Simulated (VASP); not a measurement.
**Geometry relaxation of W (part 2 of 2)**

W (Im-3m, 1 atom in the cell); Kohn-Sham DFT of a periodic cell, PBE, VASP PAW PBE potentials, minimal, no spin polarisation (VASP 6.6.1); cutoff 520 eV, 18×18×18 k-mesh, Gaussian smearing of 0.1 eV. The structure derives from an entry of the Crystallography Open Database.

Geometry of the input (Å; fractional positions):
```
-1.5824  1.5824  1.5824
1.5824  -1.5824  1.5824
1.5824  1.5824  -1.5824
W  0.0000  0.0000  0.0000
```

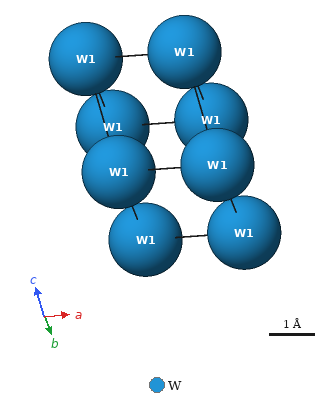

Figure 1. The geometry at step 1 of the log (spheres-only view of the cell of the calculation, seen at an oblique angle; atoms are numbered from 1 in the order of the input).

**Parts of OUTCAR, continued**
```
--------------------------------------- Ionic step        1  -------------------------------------------

 number of electron       6.0000001 magnetization

 Free energy of the ion-electron system (eV)
  ---------------------------------------------------
  ext. energy  EPLUGINS =         0.00000000
  ---------------------------------------------------
  free energy    TOTEN  =       -13.01750719 eV

  energy without entropy =      -13.01408165  energy(sigma->0) =      -13.01579442

------------------------ aborting loop because EDIFF is reached ----------------------------------------

  FORCE on cell =-STRESS in cart. coord.  units (eV):
  Direction    XX          YY          ZZ          XY          YZ          ZX
  --------------------------------------------------------------------------------------
  -------------------------------------------------------------------------------------
  Total        0.2032850      0.2032850      0.2032850      0.0000000      0.0000000     -0.0000000
  in kB       20.5497775     20.5497775     20.5497775      0.0000000      0.0000000     -0.0000000
  external PRESSURE =      20.5497775 kB  Pullay stress =       0.0000000 kB

 VOLUME and BASIS-vectors are now :
 -----------------------------------------------------------------------------
  energy-cutoff  :      520.00
  volume of cell :       15.85
      direct lattice vectors                 reciprocal lattice vectors
    -1.582400000  1.582400000  1.582400000     0.000000000  0.315975733  0.315975733
     1.582400000 -1.582400000  1.582400000     0.315975733  0.000000000  0.315975733
     1.582400000  1.582400000 -1.582400000     0.315975733  0.315975733  0.000000000

 POSITION                                       TOTAL-FORCE (eV/Angst)
 -----------------------------------------------------------------------------------
      0.00000      0.00000      0.00000        -0.000000      0.000000     -0.000000
 -----------------------------------------------------------------------------------
    total drift:                                0.000000      0.000000      0.000000

  FREE ENERGIE OF THE ION-ELECTRON SYSTEM (eV)
  ---------------------------------------------------
  free  energy   TOTEN  =       -13.0175071864 eV

  energy  without entropy=      -13.0140816536  energy(sigma->0) =      -13.01579442

--------------------------------------- Ionic step        2  -------------------------------------------

 number of electron       6.0000000 magnetization

------------------------ aborting loop because EDIFF is reached ----------------------------------------

  FORCE on cell =-STRESS in cart. coord.  units (eV):
  Direction    XX          YY          ZZ          XY          YZ          ZX
  --------------------------------------------------------------------------------------
  -------------------------------------------------------------------------------------
  Total       -0.6983139     -0.6983139     -0.6983139     -0.0000000     -0.0000000      0.0000000
  in kB      -68.5547090    -68.5547090    -68.5547090     -0.0000000     -0.0000000      0.0000000
  external PRESSURE =     -68.5547090 kB  Pullay stress =       0.0000000 kB

 VOLUME and BASIS-vectors are now :
 -----------------------------------------------------------------------------
  energy-cutoff  :      520.00
  volume of cell :       16.32
      direct lattice vectors                 reciprocal lattice vectors
    -1.597918610  1.597918610  1.597918610     0.000000000  0.312907051  0.312907051
     1.597918610 -1.597918610  1.597918610     0.312907051  0.000000000  0.312907051
     1.597918610  1.597918610 -1.597918610     0.312907051  0.312907051  0.000000000

 POSITION                                       TOTAL-FORCE (eV/Angst)
 -----------------------------------------------------------------------------------
      3.19584      0.00000      0.00000        -0.000000      0.000000     -0.000000
 -----------------------------------------------------------------------------------
    total drift:                                0.000000      0.000000     -0.000000

  FREE ENERGIE OF THE ION-ELECTRON SYSTEM (eV)
  ---------------------------------------------------
  free  energy   TOTEN  =       -13.0100501047 eV

  energy  without entropy=      -13.0064588135  energy(sigma->0) =      -13.00825446

--------------------------------------- Ionic step        3  -------------------------------------------

 number of electron       6.0000001 magnetization

 Free energy of the ion-electron system (eV)
  ---------------------------------------------------
  ext. energy  EPLUGINS =         0.00000000
  ---------------------------------------------------
  free energy    TOTEN  =       -13.01814616 eV

  energy without entropy =      -13.01468761  energy(sigma->0) =      -13.01641689

 E-fermi :   7.7478     XC(G=0): -13.1088     alpha+bet :-14.5283

 val. band max:        7.7422427097   @ k =  -0.2778   0.3333   0.2222
 cond. band min:       7.7760392850   @ k =   0.5000   0.5000   0.2222
 fundamental gap:      0.0337965753
 Fermi energy:         7.7477766827

 k-point     1 :       0.0000    0.0000    0.0000
  band No.  band energies     occupation
      1      -1.8314      2.00000
      2       6.5126      2.00000
      3       6.5126      2.00000
      4       6.5126      2.00000
      5       9.9633      0.00000
      6       9.9633      0.00000
      7      22.9541      0.00000

 k-point     2 :       0.0556    0.0000    0.0000
  band No.  band energies     occupation
      1      -1.6865      2.00000
      2       6.4232      2.00000
      3       6.4939      2.00000
      4       6.6564      2.00000
      5       9.8212      0.00000
      6       9.9656      0.00000
      7      23.0790      0.00000

 k-point     3 :       0.1111    0.0000    0.0000
  band No.  band energies     occupation
      1      -1.2664      2.00000
      2       6.1757      2.00000
      3       6.4110      2.00000
      4       7.0832      2.00000
      5       9.5144      0.00000
      6       9.9789      0.00000
      7      23.3869      0.00000

 k-point     4 :       0.1667    0.0000    0.0000
  band No.  band energies     occupation
      1      -0.6191      2.00000
      2       5.8217      2.00000
      3       6.2202      2.00000
      4       7.7782      0.66654
      5       9.2854      0.00000
      6      10.0192      0.00000
      7      23.6264      0.00000

 k-point     5 :       0.2222    0.0000    0.0000
  band No.  band energies     occupation
      1       0.1571      2.00000
      2       5.4219      2.00000
      3       5.9802      2.00000
      4       8.7153      0.00000
      5       9.2781      0.00000
      6      10.1031      0.00000
      7      23.3614      0.00000

 [... the levels of 18 k-points are left out ...]

 k-point    24 :       0.3889    0.1111    0.0000
  band No.  band energies     occupation
      1       1.9592      2.00000
      2       4.3586      2.00000
      3       7.1490      2.00000
      4       9.7411      0.00000
      5      11.0479      0.00000
      6      14.0900      0.00000
      7      18.6107      0.00000

 [... further k-points ...]

------------------------ aborting loop because EDIFF is reached ----------------------------------------

  FORCE on cell =-STRESS in cart. coord.  units (eV):
  Direction    XX          YY          ZZ          XY          YZ          ZX
  --------------------------------------------------------------------------------------
  -------------------------------------------------------------------------------------
  Total       -0.0001838     -0.0001838     -0.0001838      0.0000000     -0.0000000      0.0000000
  in kB       -0.0184600     -0.0184600     -0.0184600      0.0000000     -0.0000000      0.0000000
  external PRESSURE =      -0.0184600 kB  Pullay stress =       0.0000000 kB

 VOLUME and BASIS-vectors are now :
 -----------------------------------------------------------------------------
  energy-cutoff  :      520.00
  volume of cell :       15.95
      direct lattice vectors                 reciprocal lattice vectors
    -1.585794068  1.585794068  1.585794068     0.000000000  0.315299452  0.315299452
     1.585794068 -1.585794068  1.585794068     0.315299452  0.000000000  0.315299452
     1.585794068  1.585794068 -1.585794068     0.315299452  0.315299452  0.000000000

 POSITION                                       TOTAL-FORCE (eV/Angst)
 -----------------------------------------------------------------------------------
     -0.00000      0.00000      0.00000        -0.000000      0.000000      0.000000
 -----------------------------------------------------------------------------------
    total drift:                                0.000000     -0.000000     -0.000000

  FREE ENERGIE OF THE ION-ELECTRON SYSTEM (eV)
  ---------------------------------------------------
  free  energy   TOTEN  =       -13.0181461642 eV

  energy  without entropy=      -13.0146876111  energy(sigma->0) =      -13.01641689

 reached required accuracy - stopping structural energy minimisation
```

**CONTCAR**
```
W
   1.00000000000000
    -1.5857940683241709    1.5857940683241709    1.5857940683241709
     1.5857940683241709   -1.5857940683241709    1.5857940683241709
     1.5857940683241709    1.5857940683241709   -1.5857940683241709
  W
     1
Direct
     0.0000000000000000    0.0000000000000000    0.0000000000000000

  0.00000000E+00  0.00000000E+00  0.00000000E+00
```

**Trajectory as extended XYZ (Å, eV, eV/Å), 3 frames, from step=0 to step=2**
```
1
Lattice="-1.5824 1.5824 1.5824 1.5824 -1.5824 1.5824 1.5824 1.5824 -1.5824" Properties=species:S:1:pos:R:3:forces:R:3 step=0 energy=-13.01751
W     0.0000    0.0000    0.0000    0.0000   0.0000   0.0000
1
Lattice="-1.5979 1.5979 1.5979 1.5979 -1.5979 1.5979 1.5979 1.5979 -1.5979" Properties=species:S:1:pos:R:3:forces:R:3 step=1 energy=-13.01005
W     3.1958    0.0000    0.0000    0.0000   0.0000   0.0000
1
Lattice="-1.5858 1.5858 1.5858 1.5858 -1.5858 1.5858 1.5858 1.5858 -1.5858" Properties=species:S:1:pos:R:3:forces:R:3 step=2 energy=-13.01815
W     0.0000    0.0000    0.0000    0.0000   0.0000   0.0000
```

**Results in brief**

| quantity | value |
| --- | --- |
| outcome | converged |
| space group (tolerance 0.01 Å) | Im-3m (229) |
| electrons treated | 6 |
| free energy | −13.0181 eV |
| Fermi energy | 7.748 eV |
| gap on the k-point mesh | none (metallic) |
| pressure | 0.00 GPa |
| final volume | 15.95 Å³ |
| largest force (length of the vector) at the end | under 0.001 eV/Å |
| final cell | a = 2.747 Å, b = 2.747 Å, c = 2.747 Å, α = 109.47°, β = 109.47°, γ = 109.47° |
| wall time | 39 s |
| peak memory | 0.15 GiB |

**Notes**

Spin–orbit coupling is left out, which matters for W.
